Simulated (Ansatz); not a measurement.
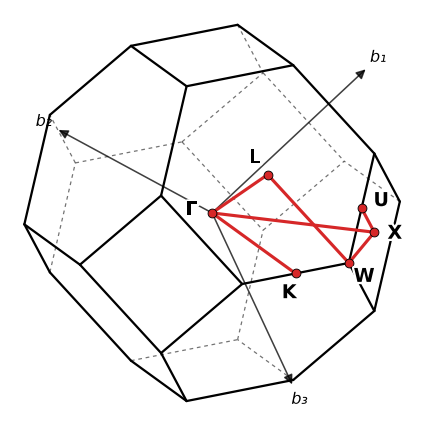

For CdF2, the end point of a relaxation with DFT PBE+D3(BJ), scalar-relativistic, plane waves, PAW in Ansatz 0.2.0: the first Brillouin zone and its special points. The drawing is computed from the coordinates (standard cell, symmetry found to 0.002 Å).

Space group Fm-3m (No. 225); a = 5.445 Å, b = 5.445 Å, c = 5.445 Å, α = 90.00°, β = 90.00°, γ = 90.00°.

Labels and path follow the convention of Hinuma et al. (2017), as computed by seekpath; the arrows show the directions of the reciprocal primitive vectors b₁, b₂, b₃, in which coordinates are given; lengths include the factor 2π.

List the special points with their coordinates and distances from Γ.

Answer.
```tsv
point	k₁	k₂	k₃	length of k (1/Å)
Γ	0	0	0	0.000
X	1/2	0	1/2	1.154
L	1/2	1/2	1/2	0.999
W	1/2	1/4	3/4	1.290
K	3/8	3/8	3/4	1.224
U	5/8	1/4	5/8	1.224
```

What is the zone's volume?

Answer. (2π)³ over the primitive cell's volume of 40.35 Å³: 6.15 Å⁻³.
